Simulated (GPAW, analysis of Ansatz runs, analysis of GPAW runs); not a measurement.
## Sb on a Ga site in GaAs: charge-transition level against experiment (GPAW)

How near does this set-up come to the measured charge-transition level? Subject: Sb on a Ga site in GaAs. Set-up: PBE, plane waves 300 eV, 32-site cell, PBE lattice, k: the single point 1/4 1/4 1/4 then 2x2x2 shifted, dielectric constants 10.9 and 12.9 (handbook). The model is a cell of 32 host atoms with 1 Ga taken out and 1 Sb put in. The level is the Fermi energy at which two charge states have equal formation energy, after a correction for the images of the charge. This set-up takes another basis size than the usual one.

Measured beforehand: (+1/0) level above the valence-band top: 1.04 eV, by Hall measurements (quoted in “Anion-Antisite-like Defects in III-V Compounds”, 1990, M. J. Caldas et al., quoting earlier work (1987)). The calculation is set beside it at the end.

Main program and level: GPAW 26.7.0; GPAW plane-wave PAW DFT, PBE; relaxation of all atoms of a defect supercell.

## 1. The structure

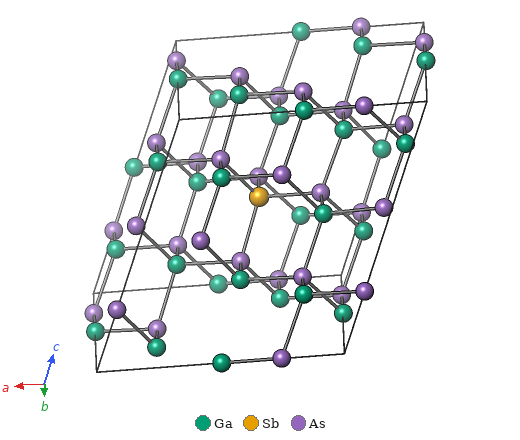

The starting structure, seen from a free direction (gallium teal, antimony orange, arsenic purple). Some periodic images of atoms are drawn too.

The cell holds 32 atoms: 15 Ga, 1 Sb and 16 As. Its edges and angles: a = 9.988 Å, b = 9.988 Å, c = 9.988 Å, α = 109.5°, β = 109.5°, γ = 109.5°. It derives from GaAs (space group F-43m). Nearest the centre at fractional (0.250, 0.500, 0.250): Sb7 at 0.05 Å, As19 at 2.45 Å, As28 at 2.46 Å, As23 at 2.51 Å, As22 at 2.52 Å, Ga6 at 4.04 Å, Ga2 at 4.05 Å, Ga9 at 4.06 Å. The cell carries charge +1.

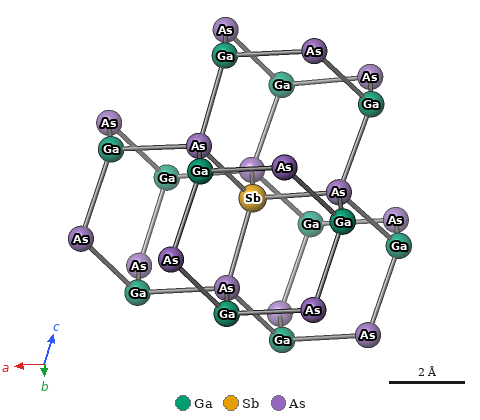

The atoms within 5 Å of the centre.

The host's primitive cell comes from a first run (GPAW plane-wave PAW DFT, PBE; relaxation of cell and atoms of a defect-free cell): vectors of 4.078, 4.078 and 4.078 Å. That is 23.97 Å³ an atom, 6.1 % over the diffraction cell's volume. The supercell is built on it.

## 2. Relaxation, charge +1

Every later number rests on the structure around the defect, so the atoms are relaxed at the host's lattice first.

run.py

```python
import numpy as np
from ase.io import read, write
from ase.parallel import parprint, world
from gpaw import GPAW, PW
from ase.optimize import BFGS

atoms = read('POSCAR')
magmoms = np.zeros(len(atoms))
magmoms[[6, 21, 27, 18]] = 1 / 4
atoms.set_initial_magnetic_moments(magmoms)
calc = GPAW(mode=PW(300),
            xc='PBE',
            kpts=[[0.25, 0.25, 0.25]],
            charge=1,
            occupations={'name': 'fermi-dirac', 'width': 0.01, 'fixmagmom': True},
            nbands=78,
            convergence={'density': 1e-05, 'forces': 0.001},
            maxiter=150,
            symmetry='off',
            txt='gpaw.txt')
atoms.calc = calc
opt = BFGS(atoms, trajectory='relax.traj', logfile='-')
done = opt.run(fmax=0.02, steps=80)
parprint('Converged:', done)
energy = atoms.get_potential_energy()
forces = atoms.get_forces()
parprint(f'Energy: {energy:.6f} eV, largest force {np.linalg.norm(forces, axis=1).max():.4f} eV/A')
calc.write('gs.gpw')
write('final.xyz', atoms)
parprint('Moments:', atoms.get_magnetic_moments().round(3))
for s in range(calc.get_number_of_spins()):
    parprint('Levels (eV), spin', s, calc.get_eigenvalues(kpt=0, spin=s)[-16:].round(3))
```

POSCAR

```
Ga Sb Ga As
 1.0000000000000000
    -5.7666441573936318    5.7666441573936389   -5.7666441573936309
     5.7666441573936371    5.7666441573936247    5.7666441573936131
     5.7666441573936513   -5.7666441573936247   -5.7666441573936247
 Ga  Sb  Ga  As 
   6   1   9  16
Direct
 -0.0020978495915311 -0.0006644428323821  0.0037690247123577
  0.0003131724115281  0.2467223965994140  0.7528211694297094
 -0.0046635871121039  0.5009141911146597  0.4998431038686121
 -0.0043480155661377  0.7463719921378342  0.2440891269871738
  0.2451907744330898  0.0003053025727512  0.7502629828977034
  0.2486668173091514  0.2483781621427321  0.4942125481690392
  0.2550085143550900  0.4994910063870937  0.2520148143611737
  0.2505798717950350  0.7550679613813025  0.0040139068550081
  0.4956641317207717 -0.0021853498335738  0.5013654786070439
  0.4984463168174996  0.2441807646501982  0.2484640772932408
  0.5043313314768739  0.4986467786259440  0.0022360142548812
  0.5059937401279253  0.7537421943740129  0.7540300218489796
  0.7528521175865375  0.0057320675775621  0.2510851824062397
  0.7466398501236130  0.2508688299807445  0.0025984657637623
  0.7492375186977724  0.5000236188156750  0.7547061077498899
  0.7518755864051017  0.7532508266489624  0.5059465656569540
  0.0029302780980310 -0.0031897420647110  0.7496400617564062
 -0.0055160857237865  0.2494638089744964  0.4986043389106380
  0.0058389876504714  0.5018052042022673  0.2514405277200090
 -0.0026485694060560  0.7500586809850776 -0.0051856574813956
  0.2504457518255352  0.0007269030952502  0.4954208523175673
  0.2549086688777499  0.2511998136100089  0.2547924617022388
  0.2440553161352872  0.4975034856519667 -0.0039533543215230
  0.2445055562732619  0.7456962801745423  0.7450665936093021
  0.4977372941870210  0.0027387733305850  0.2530453153604047
  0.4960503884853638  0.2517182993698965  0.0008488075639042
  0.4975542495777575  0.4944962558600581  0.7451633741715851
  0.4946080994281035  0.7483843700846380  0.4955100068480038
  0.7510385798120776  0.0048731778851789 -0.0007662602311633
  0.7519297252543623  0.2557857673922854  0.7511868505972679
  0.7537158251669485  0.5060099389956089  0.5039704525058873
  0.7538724248168315  0.7478371601598020  0.2509263292819716
```

Launch:

```sh
> OMP_NUM_THREADS=1 mpirun -n 4 gpaw python run.py > stdout
```

Log:

```text
__  _  _
 | _ |_)|_||  |
 |__||  | ||/\| - 26.7.0

Input parameters:
  mode=PW(ecut=300.0),
  charge=1,
  convergence={'density': 1e-05, 'forces': 0.001},
  kpts=KPoints(kpts=array([[0.25, 0.25, 0.25]])),
  maxiter=150,
  nbands=78,
  occupations=Occupations(name='fermi-dirac', width=0.01, fixmagmom=True),
  symmetry=Symmetry(point_group=False, time_reversal=False),
  xc=XC(name='PBE')

Diagonalizing LCAO Hamiltonian
Converting LCAO to pw mode

                               Ga As

                                    Ga
                           As
                        Ga
                             As As
                             Sb
                    As            As
                 Ga  Ga        Ga  Ga
                      Ga As          GaAs
             As            As As
                            Ga
                  As            As
               Ga             Ga Ga
                       As
                     Ga
                         As As
                          Ga

Atoms  # Å, Bohr magnetons
|    | symbol |         x |         y |         z |    initial magnetic moments |
|----|--------|-----------|-----------|-----------|-----------------------------|
|  0 |     Ga |  0.030001 | -0.037664 | -0.013469 | ( 0.0000,  0.0000,  0.0000) |
|  1 |     Ga |  5.762206 | -2.916686 | -2.920297 | ( 0.0000,  0.0000,  0.0000) |
|  2 |     Ga |  5.797904 | -0.020717 |  0.033070 | ( 0.0000,  0.0000,  0.0000) |
|  3 |     Ga |  5.736710 |  2.871413 |  2.921560 | ( 0.0000,  0.0000,  0.0000) |
|  4 |     Ga |  2.914332 | -2.910811 | -5.738667 | ( 0.0000,  0.0000,  0.0000) |
|  5 |     Ga |  2.848283 |  0.016334 | -2.851612 | ( 0.0000,  0.0000,  0.0000) |
|  6 |     Sb |  2.863123 |  2.897650 | -0.043436 | ( 0.0000,  0.0000,  0.2500) |
|  7 |     Ga |  2.932350 |  5.776066 |  2.886057 | ( 0.0000,  0.0000,  0.0000) |
|  8 |     Ga |  0.020276 | -0.045480 | -5.762117 | ( 0.0000,  0.0000,  0.0000) |
|  9 |     Ga | -0.033455 |  2.849662 | -2.899063 | ( 0.0000,  0.0000,  0.0000) |
| 10 |     Ga | -0.019886 |  5.770924 | -0.045675 | ( 0.0000,  0.0000,  0.0000) |
| 11 |     Ga |  5.776900 |  2.916226 | -2.919546 | ( 0.0000,  0.0000,  0.0000) |
| 12 |     Ga | -2.860457 |  2.926566 | -5.756294 | ( 0.0000,  0.0000,  0.0000) |
| 13 |     Ga | -2.843951 |  5.737293 | -2.873919 | ( 0.0000,  0.0000,  0.0000) |
| 14 |     Ga |  2.914994 |  2.851923 | -5.789249 | ( 0.0000,  0.0000,  0.0000) |
| 15 |     Ga |  2.925544 |  5.761915 | -2.909683 | ( 0.0000,  0.0000,  0.0000) |
| 16 |     As |  4.287616 | -4.324404 | -4.358199 | ( 0.0000,  0.0000,  0.0000) |
| 17 |     As |  4.345652 | -1.468514 | -1.404895 | ( 0.0000,  0.0000,  0.0000) |
| 18 |     As |  4.310029 |  1.477435 |  1.410093 | ( 0.0000,  0.0000,  0.2500) |
| 19 |     As |  4.310691 |  4.339952 |  4.370499 | ( 0.0000,  0.0000,  0.0000) |
| 20 |     As |  1.416876 | -1.408492 | -4.296956 | ( 0.0000,  0.0000,  0.0000) |
| 21 |     As |  1.447910 |  1.449250 | -1.490685 | ( 0.0000,  0.0000,  0.2500) |
| 22 |     As |  1.438748 |  4.299103 |  1.484343 | ( 0.0000,  0.0000,  0.0000) |
| 23 |     As |  7.186722 |  1.413608 | -1.406345 | ( 0.0000,  0.0000,  0.0000) |
| 24 |     As | -1.395258 |  1.426845 | -4.313703 | ( 0.0000,  0.0000,  0.0000) |
| 25 |     As | -1.404081 |  4.307221 | -1.413871 | ( 0.0000,  0.0000,  0.0000) |
| 26 |     As |  4.279458 |  1.423710 | -4.314726 | ( 0.0000,  0.0000,  0.0000) |
| 27 |     As |  4.320867 |  4.310465 | -1.393992 | ( 0.0000,  0.0000,  0.2500) |
| 28 |     As | -4.307289 |  4.363493 | -4.298452 | ( 0.0000,  0.0000,  0.0000) |
| 29 |     As |  1.470742 |  1.479309 | -7.192913 | ( 0.0000,  0.0000,  0.0000) |
| 30 |     As |  1.477787 |  4.358172 | -4.334650 | ( 0.0000,  0.0000,  0.0000) |
| 31 |     As |  1.412200 |  7.212822 | -1.481806 | ( 0.0000,  0.0000,  0.0000) |

Unit cell  # Å
| periodic |         x |         y |         z |  lengths |     angles |
|----------|-----------|-----------|-----------|----------|------------|
|      yes | -5.766644 |  5.766644 | -5.766644 | 9.988121 | 109.471221 |
|      yes |  5.766644 |  5.766644 |  5.766644 | 9.988121 | 109.471221 |
|      yes |  5.766644 | -5.766644 | -5.766644 | 9.988121 | 109.471221 |

Number of symmetries: 1
Symmetry operations  # r_c * U_cc + t_c -> r_c
|   | kind |            matrix            |
|---|------|------------------------------|
| 0 |  E   |  1, 0, 0,  0, 1, 0,  0, 0, 1 |

BZ-sampling:
  Number of BZ points: 1
  Number of IBZ points: 1

K-points  # in reciprocal-cell coordinates
|   |                                coordinates |     weight |
|---|--------------------------------------------|------------|
| 0 | (  0.25000000,   0.25000000,   0.25000000) | 1.00000000 |

Plane wave coefficients: 9024
Cutoff: 300.0 eV

Spin-components: 2 (collinear spins)
Bands:           78
Projectors:      161
Spin-degeneracy: 1
Datatype:        complex128

Density:
  Valence electrons: 140.0
  Components: 2
  Grid points: [40 40 40]
  Charge: 1.0  # |e|

Potential:
  Grid points: [40 40 40]

species:
  Ga:
    name:    Gallium
    Z:       31.0
    valence: 3
    core:    28
    charge:  0.0  # [|e|]
    compensation charges:
      type: gauss
      rc: 0.37  # [Å]
      lmax: 2
    cutoffs:
      filter: 2.06  # [Å]
      core: 4.17  # [Å]
    projectors
    | kind |    occ | energy [eV] | rcut [Å] |
    |------|--------|-------------|----------|
    |   4s |  2.000 |      -8.945 |    1.164 |
    |   4p |  1.000 |      -2.580 |    1.164 |
    |    s |        |      18.266 |    1.164 |
    |    p |        |      24.631 |    1.164 |
    |    d |        |       0.000 |    1.164 |

    Using partial waves for Ga as LCAO basis

  Sb:
    name:    Antimony
    Z:       51.0
    valence: 15
    core:    36
    charge:  0.0  # [|e|]
    compensation charges:
      type: gauss
      rc: 0.36  # [Å]
      lmax: 2
    cutoffs:
      filter: 2.23  # [Å]
      core: 2.23  # [Å]
    projectors
    | kind |    occ | energy [eV] | rcut [Å] |
    |------|--------|-------------|----------|
    |   5s |  2.000 |     -12.815 |    1.154 |
    |   5p |  3.000 |      -4.830 |    1.233 |
    |   4d | 10.000 |     -33.514 |    1.196 |
    |    s |        |      14.396 |    1.154 |
    |    p |        |      22.381 |    1.233 |
    |    d |        |      -6.303 |    1.196 |

    Using partial waves for Sb as LCAO basis

  As:
    name:    Arsenic
    Z:       33.0
    valence: 5
    core:    28
    charge:  0.0  # [|e|]
    compensation charges:
      type: gauss
      rc: 0.33  # [Å]
      lmax: 2
    cutoffs:
      filter: 1.87  # [Å]
[...]
maximum number of iterations: 150

SCF iterations
|iter     | |      energy | eigst |  dens |force |  magmom |
|---------|-|-------------|-------|-------|------|---------|
|iter:   1| | -133.826216c| -5.18 |       |      |  +0.9998|
|iter:   2| | -133.826196c| -6.56 | -3.58 |      |  +0.9998|
|iter:   3| | -133.826152c| -5.75 | -3.65 |      |  +0.9998|
|iter:   4| | -133.826149c| -6.68 | -4.04 |      |  +0.9999|
|iter:   5| | -133.826149c| -7.36 | -4.35 |      |  +0.9999|
|iter:   6| | -133.826149c| -7.82c| -4.68 |      |  +1.0000|
|iter:   7| | -133.826149c| -8.05c| -5.08c|-1.88 |  +1.0000|
|iter:   8| | -133.826149c| -8.59c| -5.48c|-3.59c|  +1.0000|

Converged in 8 steps
SCF loop duration: 13.300 s (1.663 s/step)
Energy contributions relative to reference atoms: (reference = -1953599.208784)

Energy contributions:
  Kinetic:         315.121436
  Coulomb:        -291.294895
  Zero:              0.265974
  External:          0.000000
  Xc:             -157.918663
  Entropy:           0.000000
  Spinorbit:         0.000000
  ----------------------------
  Free energy:    -133.826149
  Extrapolated:   -133.826149

dipole moment: (3.973686, 2.292568, -184.041765)  # |e|*Ang

Total magnetic moment: (0.000000, 0.000000, 0.999999)

Local magnetic moments
|        x |        y |        z |
|----------|----------|----------|
[...]
Fermi levels: 5.342, 4.645
Eigenvalues  # (at kpt = [0.250, 0.250, 0.250])
| band index |      eig [eV] | occ [0-1] |      eig [eV] | occ [0-1] |
|------------|---------------|-----------|---------------|-----------|
[...]
|        ... |               |           |               |           |
[...]
Gap: 0.620 eV
Transition (v -> c):
  (s=1, k=0, n=69, [0.25, 0.25, 0.25]) -> (s=0, k=0, n=70, [0.25, 0.25, 0.25])
No difference between direct/indirect transitions

Forces  # eV/Ang
|        x |        y |        z |
|----------|----------|----------|
[...]
Ga As

                                     Ga
                           As
                        Ga
                             As As
                             Sb
                 Ga As         Ga As
                    Ga             Ga  As
                      Ga As          Ga
             As            As As
                            Ga
                  As            As
               Ga            Ga  Ga
                       As
                     Ga
                         As As
                          Ga

Atoms  # Å, Bohr magnetons
|    | symbol |         x |         y |         z |    initial magnetic moments |
|----|--------|-----------|-----------|-----------|-----------------------------|
[...]
|  6 |     Sb |  2.883405 |  2.882429 | -0.000741 | ( 0.0000,  0.0000,  0.0777) |
[...]
|  8 |     Ga |  0.052274 |  0.039251 | -5.744342 | ( 0.0000,  0.0000,  0.0040) |
|  9 |     Ga | -0.042036 |  2.896836 | -2.927183 | ( 0.0000,  0.0000,  0.0038) |
| 10 |     Ga | -0.037211 |  5.806101 | -0.014288 | ( 0.0000,  0.0000,  0.0038) |
| 11 |     Ga |  5.813752 |  2.861988 | -2.927087 | ( 0.0000,  0.0000,  0.0040) |
| 12 |     Ga | -2.881003 |  2.878140 | -5.766290 | ( 0.0000,  0.0000,  0.0090) |
| 13 |     Ga | -2.893386 |  5.720046 | -2.837354 | ( 0.0000,  0.0000,  0.0040) |
| 14 |     Ga |  2.884002 |  2.881418 | -5.761332 | ( 0.0000,  0.0000,  0.0090) |
| 15 |     Ga |  2.871580 |  5.809450 | -2.923019 | ( 0.0000,  0.0000,  0.0038) |
[...]
| 24 |     As | -1.455104 |  1.431543 | -4.342048 | ( 0.0000,  0.0000,  0.0036) |
| 25 |     As | -1.430033 |  4.304763 | -1.421072 | ( 0.0000,  0.0000,  0.0036) |
| 26 |     As |  4.312281 |  1.455345 | -4.318777 | ( 0.0000,  0.0000,  0.0036) |
| 27 |     As |  4.443809 |  4.434431 | -1.551316 | ( 0.0000,  0.0000,  0.0656) |
| 28 |     As | -4.301015 |  4.326345 | -4.339163 | ( 0.0000,  0.0000,  0.0037) |
| 29 |     As |  1.464906 |  1.455410 | -7.210798 | ( 0.0000,  0.0000,  0.0037) |
| 30 |     As |  1.462260 |  4.307740 | -4.314065 | ( 0.0000,  0.0000,  0.0036) |
| 31 |     As |  1.460039 |  7.200427 | -1.424181 | ( 0.0000,  0.0000,  0.0036) |

Unit cell  # Å
| periodic |         x |         y |         z |  lengths |     angles |
|----------|-----------|-----------|-----------|----------|------------|
|      yes | -5.766644 |  5.766644 | -5.766644 | 9.988121 | 109.471221 |
|      yes |  5.766644 |  5.766644 |  5.766644 | 9.988121 | 109.471221 |
|      yes |  5.766644 | -5.766644 | -5.766644 | 9.988121 | 109.471221 |

Initialization done in: 1.072 s

convergence criteria:
- Maximum integral of absolute [dens]ity change: 1e-05 electrons / valence electron
- Maximum change in the atomic [forces] across last 2 cycles: 0.001 eV/Ang OR
Maximum error relative to the maximum force is below inf
- Maximum [total energy] change in last 3 cyles: 0.0005 eV / valence electron
- Maximum integral of absolute [eigenst]ate change: 4e-08 eV^2 / valence electron
maximum number of iterations: 150

SCF iterations
|iter     | |      energy | eigst |  dens |force |  magmom |
|---------|-|-------------|-------|-------|------|---------|
|iter:   1| | -133.826266c| -5.55 |       |      |  +0.9999|
|iter:   2| | -133.826259c| -6.92 | -3.75 |      |  +0.9999|
|iter:   3| | -133.826242c| -6.40 | -3.81 |      |  +1.0000|
|iter:   4| | -133.826240c| -7.08 | -4.18 |      |  +1.0000|
|iter:   5| | -133.826240c| -7.66c| -4.54 |      |  +1.0000|
|iter:   6| | -133.826240c| -7.75c| -4.86 |      |  +1.0000|
|iter:   7| | -133.826240c| -8.27c| -5.23c|-1.94 |  +1.0000|
|iter:   8| | -133.826240c| -8.36c| -5.55c|-3.32c|  +1.0000|

Converged in 8 steps
SCF loop duration: 12.829 s (1.604 s/step)
Energy contributions relative to reference atoms: (reference = -1953599.208784)

Energy contributions:
  Kinetic:         315.120585
  Coulomb:        -291.293692
  Zero:              0.265964
  External:          0.000000
  Xc:             -157.919098
  Entropy:          -0.000000
  Spinorbit:         0.000000
  ----------------------------
  Free energy:    -133.826240
  Extrapolated:   -133.826240

dipole moment: (4.011027, 2.275978, -184.025751)  # |e|*Ang

Total magnetic moment: (0.000000, 0.000000, 1.000000)

Local magnetic moments
|        x |        y |        z |
|----------|----------|----------|
[...]
Fermi levels: 5.342, 4.645
Eigenvalues  # (at kpt = [0.250, 0.250, 0.250])
| band index |      eig [eV] | occ [0-1] |      eig [eV] | occ [0-1] |
|------------|---------------|-----------|---------------|-----------|
[...]
|        ... |               |           |               |           |
[...]
|         70 |         5.718 |     0.000 |         5.756 |     0.000 |
|         71 |         5.720 |     0.000 |         5.758 |     0.000 |
|         72 |         5.720 |     0.000 |         5.758 |     0.000 |
|         73 |         6.181 |     0.000 |         6.222 |     0.000 |
|         74 |         6.331 |     0.000 |         6.389 |     0.000 |
|         75 |         6.337 |     0.000 |         6.395 |     0.000 |
|         76 |         6.339 |     0.000 |         6.397 |     0.000 |
|         77 |         6.695 |     0.000 |         6.714 |     0.000 |

Gap: 0.620 eV
Transition (v -> c):
  (s=1, k=0, n=69, [0.25, 0.25, 0.25]) -> (s=0, k=0, n=70, [0.25, 0.25, 0.25])
No difference between direct/indirect transitions

Forces  # eV/Ang
|        x |        y |        z |
|----------|----------|----------|
[...]
|  0.00106 |  0.00181 |  0.00105 |  # As  24
| -0.00373 | -0.00641 | -0.00451 |  # As  25
|  0.00183 |  0.00041 | -0.00071 |  # As  26
|  0.00476 |  0.00872 | -0.00291 |  # As  27
| -0.00076 |  0.00217 |  0.00352 |  # As  28
| -0.00252 | -0.00567 | -0.00233 |  # As  29
|  0.00184 | -0.00712 | -0.00891 |  # As  30
|  0.00741 | -0.00008 |  0.00165 |  # As  31

# Writing to gs.gpw (mode='')
```

The job ended after 5.8 min (4 MPI ranks of Arm Neoverse V1, shared host; peak memory 1.2 GiB; 23 min of CPU time).

(Part 1 of 4 ends here.)

[Logs are printed without paths, hosts, clocks, repeated set-up lines and the standing remarks that a program may print on its own settings, such as how far it seeks lower states.]

[Hosts, paths, dates, database ids (printed as entryN), source tags and the programs' standing remarks are cut or masked in the printed files.]

[For some hosts the program warned that the k-mesh of the response run may be too coarse for force constants and the static dielectric constant; such warnings are not shown here.]
